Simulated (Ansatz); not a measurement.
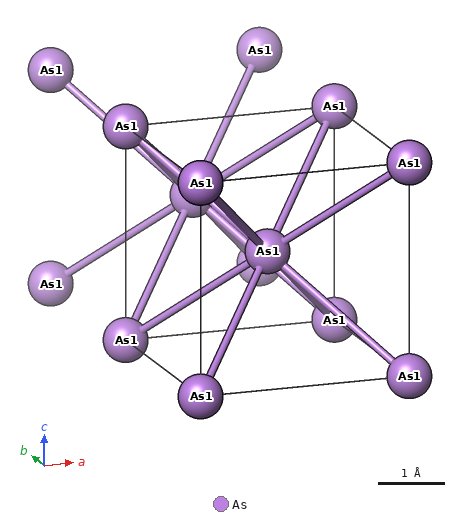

The starting point is solid As (a generated structure, set up in Im-3m). A ball-and-stick model of the conventional cell (2 times the calculation's cell), repeated 1 × 2 × 1 with one cell outlined, seen slightly off an axis. Lengths and directions refer to the drawn axes.

Computed with DFT, PBE, PAW with Ansatz's default frozen-core files, scalar-relativistic in Ansatz 0.2.0. Settings: plane-wave cutoff 420 eV; k-point mesh 16 × 16 × 16; occupations fermi dirac; smearing width 0.05 eV; no spin polarisation.

The variant: The cell is strained by 0.0 % along c and −1.0 % across it (volume −2.0 %), the atoms keeping their fractional coordinates. No relaxation follows.

**Predict the response.**

It costs 2.3 meV per atom. The pressure goes from 0.0 to 1.6 GPa. The principal stresses (compression positive) are 1.2 GPa along c and 1.8 GPa across it. All forces vanish by symmetry. Among the bonded contacts that change: As–As 3.368 → 3.334 Å, As–As 2.917 → 2.897 Å. The space group (tolerance 0.01 Å) goes from Im-3m (No. 229) to I4/mmm (No. 139).
